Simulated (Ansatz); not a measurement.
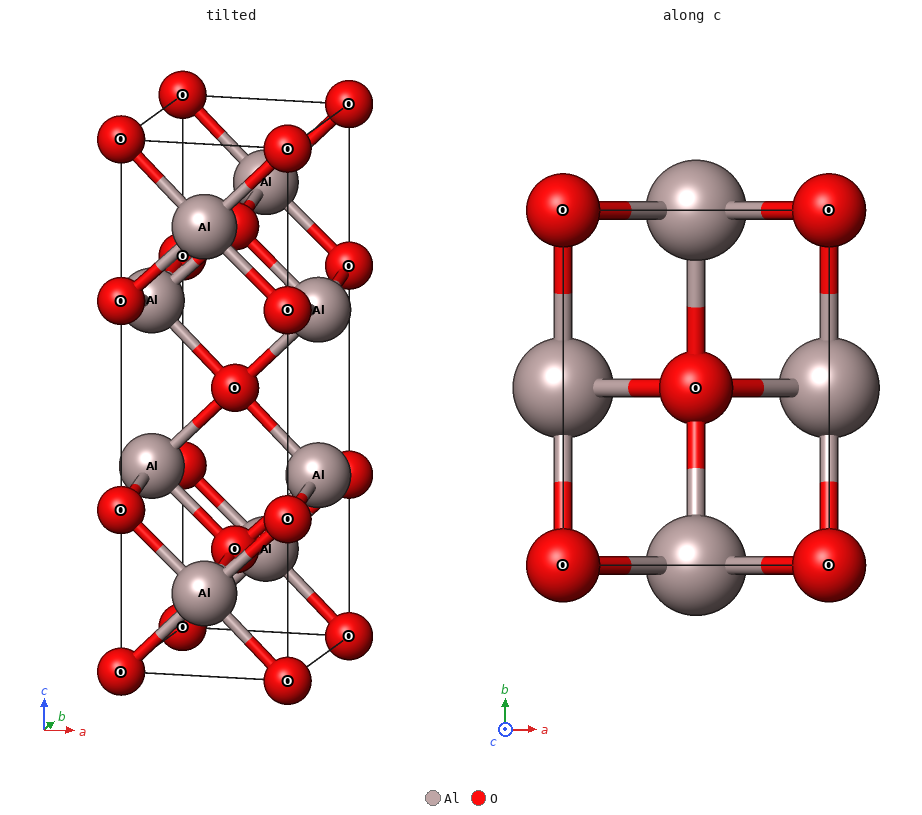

An orthographic ball-and-stick view of the structure, slightly off an axis and along the c axis. Lines trace the edges of the conventional unit cell.

Al2O3, space group Immm (No. 71), a = 2.799 Å, b = 3.737 Å, c = 8.804 Å, α = 90.00°, β = 90.00°, γ = 90.00°. It goes back to a structure type filled with these elements by a generator (whether the compound takes this form wasn't checked). Earlier steps of the study may have refined or changed the cell and positions. It was the input of a calculation with Ansatz.

This one geometry was computed with Ansatz (DFT, plane waves, PAW) at four levels of theory: HSE06, r2SCAN, LDA and PBE.

**Which level gives the highest pressure at this volume, and what does that say about its equilibrium volume?**

Highest: PBE (0.0 GPa), which points to the largest equilibrium volume. Lowest, with the smallest volume: LDA (-11.2 GPa). Levels within 0.5 GPa of each other can't be told apart.

**How does the band gap change with the level of theory?**

LDA: a gap of 5.13 eV, direct; PBE: a gap of 5.20 eV, direct; r2SCAN: a gap of 6.07 eV, direct; HSE06: a gap of 7.03 eV, direct.

**Collect the results in a table.**

| level | cutoff (eV) | k-mesh of the run's cell | gap (eV) | pressure (GPa) |
| --- | --- | --- | --- | --- |
| HSE06 | 420 | 8×8×8 | 7.03 | -7.9 |
| r2SCAN | 500 | 10×10×10 | 6.07 | -7.1 |
| LDA | 420 | 10×10×10 | 5.13 | -11.2 |
| PBE | 420 | 10×10×10 | 5.20 | 0.0 |

Gaps are taken on the k-mesh or band path of each run.
